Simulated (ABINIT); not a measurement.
# Geometry relaxation, with input and output: TiB₂ (part 2 of 3)

Continued. System: TiB₂ (P6/mmm, 3 atoms in the cell). Method: Kohn-Sham DFT of a periodic cell, LDA, JTH PAW PBE v2.0, no spin polarisation (ABINIT 10.8.3); cutoff 489.81 eV, 10×10×8 k-mesh, fermi-dirac of 0.05 eV. The structure derives from an entry of the Crystallography Open Database.

Geometry of the input (Å; fractional positions):
```
3.0292  0.0000  0.0000
-1.5146  2.6234  0.0000
0.0000  0.0000  3.2284
Ti 0.0000  0.0000  0.0000
B  0.6667  0.3333  0.5000
B  0.3333  0.6667  0.5000
```

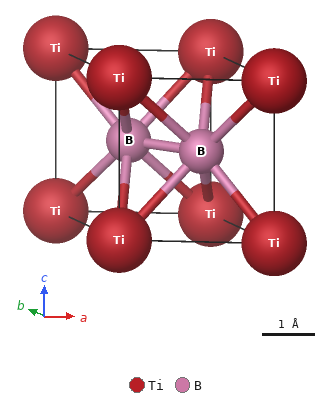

*The starting structure (ball-and-stick view of the cell of the calculation, seen slightly off an axis). An atom can appear more than once, as a periodic image.*

### What the program printed, continued
```
 At SCF step   10       nres2   =  4.47E-10 < tolvrs=  1.00E-09 =>converged.

 Cartesian components of stress tensor (hartree/bohr^3)
  sigma(1 1)=  4.90030560E-05  sigma(3 2)=  0.00000000E+00
  sigma(2 2)=  4.90030552E-05  sigma(3 1)=  0.00000000E+00
  sigma(3 3)=  1.29986433E-04  sigma(2 1)=  0.00000000E+00

--- !ResultsGS
iteration_state: {dtset: 1, itime: 2, icycle: 1, }
comment   : Summary of ground state results
lattice_vectors:
- [  5.6671913,   0.0000000,   0.0000000, ]
- [ -2.8335956,   4.9079316,   0.0000000, ]
- [  0.0000000,   0.0000000,   6.0330618, ]
lattice_lengths: [   5.66719,    5.66719,    6.03306, ]
lattice_angles: [ 90.000,  90.000, 120.000, ] # degrees, (23, 13, 12)
lattice_volume:   1.6780471E+02
convergence: {deltae:  3.254E-12, res2:  4.474E-10, residm:  1.759E-05, diffor: null, }
etotal    :  -6.45821066E+01
entropy   :   0.00000000E+00
fermie    :   3.66684887E-01
cartesian_stress_tensor: # hartree/bohr^3
- [  4.90030560E-05,   0.00000000E+00,   0.00000000E+00, ]
- [  0.00000000E+00,   4.90030552E-05,   0.00000000E+00, ]
- [  0.00000000E+00,   0.00000000E+00,   1.29986433E-04, ]
pressure_GPa:  -2.2359E+00
xred      :
- [  3.6521E-30,   1.8158E-46,   0.0000E+00, Ti]
- [  6.6667E-01,   3.3333E-01,   5.0000E-01,  B]
- [  3.3333E-01,   6.6667E-01,   5.0000E-01,  B]
cartesian_forces: # hartree/bohr
- [ -0.00000000E+00,  -0.00000000E+00,  -0.00000000E+00, ]
- [  9.50257399E-29,   5.48631365E-29,  -0.00000000E+00, ]
- [ -9.50257399E-29,  -5.48631365E-29,  -0.00000000E+00, ]
force_length_stats: {min:   0.00000000E+00, max:   1.09726273E-28, mean:   7.31508487E-29, }
...

 Integrated electronic density in atomic spheres:
 ------------------------------------------------
 Atom  Sphere_radius  Integrated_density
    1        2.30803         10.44280421
    2        1.70617          1.96228309
    3        1.70617          1.96228309

---OUTPUT-----------------------------------------------------------------------

 Cartesian coordinates (xcart) [bohr]
  2.06971647985817E-29  8.91182991785239E-46  0.00000000000000E+00
  2.83359563995201E+00  1.63597720553024E+00  3.01653091418575E+00
  6.09995462793030E-18  3.27195441106048E+00  3.01653091418575E+00
 Reduced coordinates (xred)
  3.65210273949536E-30  1.81580156653506E-46  0.00000000000000E+00
  6.66666666666666E-01  3.33333333333333E-01  5.00000000000000E-01
  3.33333333333333E-01  6.66666666666666E-01  5.00000000000000E-01
 Cartesian forces (fcart) [Ha/bohr]; max,rms= 9.50257E-29 5.17255E-29 (free atoms)
 -0.00000000000000E+00 -0.00000000000000E+00 -0.00000000000000E+00
  9.50257399182048E-29  5.48631365207331E-29 -0.00000000000000E+00
 -9.50257399182048E-29 -5.48631365207331E-29 -0.00000000000000E+00
 Gradient of E wrt nuclear positions in reduced coordinates (gred)
  0.00000000000000E+00 -0.00000000000000E+00  0.00000000000000E+00
 -5.38529044630877E-28  2.67369325189731E-45 -0.00000000000000E+00
  5.38529044630877E-28 -2.67369325189731E-45  0.00000000000000E+00
 Scale of Primitive Cell (acell) [bohr]
  5.66719127990402E+00  5.66719127998039E+00  6.03306182837149E+00
 Real space primitive translations (rprimd) [bohr]
  5.66719127990402E+00  0.00000000000000E+00  0.00000000000000E+00
 -2.83359563995201E+00  4.90793161659071E+00  0.00000000000000E+00
  0.00000000000000E+00  0.00000000000000E+00  6.03306182837149E+00
 Unitary Cell Volume (ucvol) [Bohr^3]=  1.67804711444928E+02
 Angles (23,13,12)= [degrees]
  9.00000000000000E+01  9.00000000000000E+01  1.19999999999554E+02
 Lengths [Bohr]
  5.66719127990402E+00  5.66719127998039E+00  6.03306182837149E+00
 Stress tensor in cartesian coordinates (strten) [Ha/bohr^3]
  4.90030560188308E-05  0.00000000000000E+00  0.00000000000000E+00
  0.00000000000000E+00  4.90030552386285E-05  0.00000000000000E+00
  0.00000000000000E+00  0.00000000000000E+00  1.29986432930877E-04
 Total energy (etotal) [Ha]= -6.45821065717158E+01

 Difference of energy with previous step (new-old):
           Absolute (Ha)=-1.14636E-03
           Relative     =-1.77505E-05

--- Iteration: ( 3/60) Internal Cycle: (1/1)
--------------------------------------------------------------------------------

---SELF-CONSISTENT-FIELD CONVERGENCE--------------------------------------------

--- !BeginCycle
iteration_state: {dtset: 1, itime: 3, icycle: 1, }
solver: {iscf: 17, nstep: 100, nline: 4, wfoptalg: 10, }
tolerances: {tolvrs: 1.00E-09, }
...

     iter   Etot(hartree)      deltaE(h)  residm     nres2
 ETOT  1  -64.583406913473    -6.458E+01 1.160E-01 4.941E-01
 ETOT  2  -64.583228900241     1.780E-04 1.164E-03 3.683E-01
 ETOT  3  -64.582133860679     1.095E-03 5.152E-04 1.796E-03
 ETOT  4  -64.582188607815    -5.475E-05 1.079E-04 5.190E-04
 ETOT  5  -64.582187358352     1.249E-06 1.315E-05 1.114E-04
 ETOT  6  -64.582187188837     1.695E-07 2.582E-06 6.575E-07
 ETOT  7  -64.582187191775    -2.939E-09 5.520E-06 8.134E-08
 ETOT  8  -64.582187191646     1.293E-10 9.240E-07 2.194E-09
 ETOT  9  -64.582187191642     4.519E-12 3.835E-06 1.220E-10

 At SCF step    9       nres2   =  1.22E-10 < tolvrs=  1.00E-09 =>converged.

 Cartesian components of stress tensor (hartree/bohr^3)
  sigma(1 1)= -1.94975495E-05  sigma(3 2)=  0.00000000E+00
  sigma(2 2)= -1.94975503E-05  sigma(3 1)=  0.00000000E+00
  sigma(3 3)=  2.36499339E-05  sigma(2 1)=  0.00000000E+00

--- !ResultsGS
iteration_state: {dtset: 1, itime: 3, icycle: 1, }
comment   : Summary of ground state results
lattice_vectors:
- [  5.6571064,   0.0000000,   0.0000000, ]
- [ -2.8285532,   4.8991978,   0.0000000, ]
- [  0.0000000,   0.0000000,   5.9995230, ]
lattice_lengths: [   5.65711,    5.65711,    5.99952, ]
lattice_angles: [ 90.000,  90.000, 120.000, ] # degrees, (23, 13, 12)
lattice_volume:   1.6627848E+02
convergence: {deltae:  4.519E-12, res2:  1.220E-10, residm:  3.835E-06, diffor: null, }
etotal    :  -6.45821872E+01
entropy   :   0.00000000E+00
fermie    :   3.70346161E-01
cartesian_stress_tensor: # hartree/bohr^3
- [ -1.94975495E-05,   0.00000000E+00,   0.00000000E+00, ]
- [  0.00000000E+00,  -1.94975503E-05,   0.00000000E+00, ]
- [  0.00000000E+00,   0.00000000E+00,   2.36499339E-05, ]
pressure_GPa:   1.5049E-01
xred      :
- [ -7.2914E-31,  -3.6252E-47,   0.0000E+00, Ti]
- [  6.6667E-01,   3.3333E-01,   5.0000E-01,  B]
- [  3.3333E-01,   6.6667E-01,   5.0000E-01,  B]
cartesian_forces: # hartree/bohr
- [ -0.00000000E+00,  -0.00000000E+00,  -0.00000000E+00, ]
- [  2.37987855E-29,  -1.37402352E-29,  -0.00000000E+00, ]
- [ -2.37987855E-29,   1.37402352E-29,  -0.00000000E+00, ]
force_length_stats: {min:   0.00000000E+00, max:   2.74804704E-29, mean:   1.83203136E-29, }
...

 Integrated electronic density in atomic spheres:
 ------------------------------------------------
 Atom  Sphere_radius  Integrated_density
    1        2.30803         10.46618284
    2        1.70617          1.95784189
    3        1.70617          1.95784189

---OUTPUT-----------------------------------------------------------------------

 Cartesian coordinates (xcart) [bohr]
 -4.12479563105472E-30 -1.77606341134281E-46  0.00000000000000E+00
  2.82855319250010E+00  1.63306594713645E+00  2.99976150170748E+00
  7.40621092229771E-18  3.26613189427290E+00  2.99976150170748E+00
 Reduced coordinates (xred)
 -7.29135241647851E-31 -3.62521267528950E-47  0.00000000000000E+00
  6.66666666666666E-01  3.33333333333333E-01  5.00000000000000E-01
  3.33333333333333E-01  6.66666666666666E-01  5.00000000000000E-01
 Cartesian forces (fcart) [Ha/bohr]; max,rms= 2.37988E-29 1.29544E-29 (free atoms)
 -0.00000000000000E+00 -0.00000000000000E+00 -0.00000000000000E+00
  2.37987854558819E-29 -1.37402351890927E-29 -0.00000000000000E+00
 -2.37987854558819E-29  1.37402351890927E-29 -0.00000000000000E+00
 Gradient of E wrt nuclear positions in reduced coordinates (gred)
  0.00000000000000E+00 -0.00000000000000E+00  0.00000000000000E+00
 -1.34632261157719E-28  1.34632261157719E-28 -0.00000000000000E+00
  1.34632261157719E-28 -1.34632261157719E-28 -0.00000000000000E+00
 Scale of Primitive Cell (acell) [bohr]
  5.65710638500019E+00  5.65710638507643E+00  5.99952300341495E+00
 Real space primitive translations (rprimd) [bohr]
  5.65710638500019E+00  0.00000000000000E+00  0.00000000000000E+00
 -2.82855319250010E+00  4.89919784140935E+00  0.00000000000000E+00
  0.00000000000000E+00  0.00000000000000E+00  5.99952300341495E+00
 Unitary Cell Volume (ucvol) [Bohr^3]=  1.66278480244565E+02
 Angles (23,13,12)= [degrees]
  9.00000000000000E+01  9.00000000000000E+01  1.19999999999554E+02
 Lengths [Bohr]
  5.65710638500019E+00  5.65710638507643E+00  5.99952300341495E+00
 Stress tensor in cartesian coordinates (strten) [Ha/bohr^3]
 -1.94975495152183E-05  0.00000000000000E+00  0.00000000000000E+00
  0.00000000000000E+00 -1.94975503073243E-05  0.00000000000000E+00
  0.00000000000000E+00  0.00000000000000E+00  2.36499339102379E-05
 Total energy (etotal) [Ha]= -6.45821871916415E+01

 Difference of energy with previous step (new-old):
           Absolute (Ha)=-8.06199E-05
           Relative     =-1.24833E-06

--- Iteration: ( 4/60) Internal Cycle: (1/1)
--------------------------------------------------------------------------------

---SELF-CONSISTENT-FIELD CONVERGENCE--------------------------------------------

--- !BeginCycle
iteration_state: {dtset: 1, itime: 4, icycle: 1, }
solver: {iscf: 17, nstep: 100, nline: 4, wfoptalg: 10, }
tolerances: {tolvrs: 1.00E-09, }
...

     iter   Etot(hartree)      deltaE(h)  residm     nres2
 ETOT  1  -64.582201816598    -6.458E+01 2.551E-04 4.758E-03
 ETOT  2  -64.582194690129     7.126E-06 2.791E-06 6.238E-04
 ETOT  3  -64.582194105396     5.847E-07 1.908E-06 3.355E-04
 ETOT  4  -64.582193284751     8.206E-07 8.943E-07 2.147E-06
 ETOT  5  -64.582193310993    -2.624E-08 2.768E-07 1.187E-07
 ETOT  6  -64.582193311121    -1.286E-10 2.114E-07 1.796E-08
 ETOT  7  -64.582193311068     5.309E-11 2.674E-07 4.233E-09
 ETOT  8  -64.582193311060     8.143E-12 1.683E-07 7.150E-11

 At SCF step    8       nres2   =  7.15E-11 < tolvrs=  1.00E-09 =>converged.

 Cartesian components of stress tensor (hartree/bohr^3)
  sigma(1 1)= -8.74115274E-06  sigma(3 2)=  0.00000000E+00
  sigma(2 2)= -8.74115353E-06  sigma(3 1)=  0.00000000E+00
  sigma(3 3)=  5.47299135E-06  sigma(2 1)=  0.00000000E+00

--- !ResultsGS
iteration_state: {dtset: 1, itime: 4, icycle: 1, }
comment   : Summary of ground state results
lattice_vectors:
- [  5.6605880,   0.0000000,   0.0000000, ]
- [ -2.8302940,   4.9022130,   0.0000000, ]
- [  0.0000000,   0.0000000,   5.9912857, ]
lattice_lengths: [   5.66059,    5.66059,    5.99129, ]
lattice_angles: [ 90.000,  90.000, 120.000, ] # degrees, (23, 13, 12)
lattice_volume:   1.6625463E+02
convergence: {deltae:  8.143E-12, res2:  7.150E-11, residm:  1.683E-07, diffor: null, }
etotal    :  -6.45821933E+01
entropy   :   0.00000000E+00
fermie    :   3.70362843E-01
cartesian_stress_tensor: # hartree/bohr^3
- [ -8.74115274E-06,   0.00000000E+00,   0.00000000E+00, ]
- [  0.00000000E+00,  -8.74115353E-06,   0.00000000E+00, ]
- [  0.00000000E+00,   0.00000000E+00,   5.47299135E-06, ]
pressure_GPa:   1.1778E-01
xred      :
- [ -5.9212E-31,  -2.9440E-47,   0.0000E+00, Ti]
- [  6.6667E-01,   3.3333E-01,   5.0000E-01,  B]
- [  3.3333E-01,   6.6667E-01,   5.0000E-01,  B]
cartesian_forces: # hartree/bohr
- [  7.92804930E-30,   4.57726140E-30,  -0.00000000E+00, ]
- [  3.17121972E-29,  -9.15452280E-30,  -0.00000000E+00, ]
- [ -3.96402465E-29,   4.57726140E-30,  -0.00000000E+00, ]
force_length_stats: {min:   9.15452280E-30, max:   3.99036398E-29, mean:   2.73550880E-29, }
...

 Integrated electronic density in atomic spheres:
 ------------------------------------------------
 Atom  Sphere_radius  Integrated_density
    1        2.30803         10.46393194
    2        1.70617          1.95690950
    3        1.70617          1.95690950

---OUTPUT-----------------------------------------------------------------------

 Cartesian coordinates (xcart) [bohr]
 -3.35173754373169E-30 -1.44319839055247E-46  0.00000000000000E+00
  2.83029397730938E+00  1.63407098971471E+00  2.99564285989477E+00
  6.95525706785330E-18  3.26814197942942E+00  2.99564285989477E+00
 Reduced coordinates (xred)
 -5.92118269445285E-31 -2.94397326194589E-47  0.00000000000000E+00
  6.66666666666666E-01  3.33333333333333E-01  5.00000000000000E-01
  3.33333333333333E-01  6.66666666666666E-01  5.00000000000000E-01
 Cartesian forces (fcart) [Ha/bohr]; max,rms= 3.96402E-29 1.75296E-29 (free atoms)
  7.92804930259737E-30  4.57726139892097E-30 -0.00000000000000E+00
  3.17121972103895E-29 -9.15452279784194E-30 -0.00000000000000E+00
 -3.96402465129869E-29  4.57726139892097E-30 -0.00000000000000E+00
 Gradient of E wrt nuclear positions in reduced coordinates (gred)
 -4.48774203859064E-29  8.80599900665189E-46 -0.00000000000000E+00
 -1.79509681543626E-28  1.34632261157719E-28 -0.00000000000000E+00
  2.24387101929532E-28 -1.34632261157719E-28 -0.00000000000000E+00
 Scale of Primitive Cell (acell) [bohr]
  5.66058795461877E+00  5.66058795469506E+00  5.99128571978955E+00
 Real space primitive translations (rprimd) [bohr]
  5.66058795461877E+00  0.00000000000000E+00  0.00000000000000E+00
 -2.83029397730939E+00  4.90221296914414E+00  0.00000000000000E+00
  0.00000000000000E+00  0.00000000000000E+00  5.99128571978955E+00
 Unitary Cell Volume (ucvol) [Bohr^3]=  1.66254629990446E+02
 Angles (23,13,12)= [degrees]
  9.00000000000000E+01  9.00000000000000E+01  1.19999999999554E+02
 Lengths [Bohr]
  5.66058795461877E+00  5.66058795469506E+00  5.99128571978955E+00
 Stress tensor in cartesian coordinates (strten) [Ha/bohr^3]
 -8.74115273755485E-06  0.00000000000000E+00  0.00000000000000E+00
  0.00000000000000E+00 -8.74115353027144E-06  0.00000000000000E+00
  0.00000000000000E+00  0.00000000000000E+00  5.47299134773249E-06
 Total energy (etotal) [Ha]= -6.45821933110601E+01

 Difference of energy with previous step (new-old):
           Absolute (Ha)=-6.11942E-06
           Relative     =-9.47540E-08

--- Iteration: ( 5/60) Internal Cycle: (1/1)
--------------------------------------------------------------------------------
```
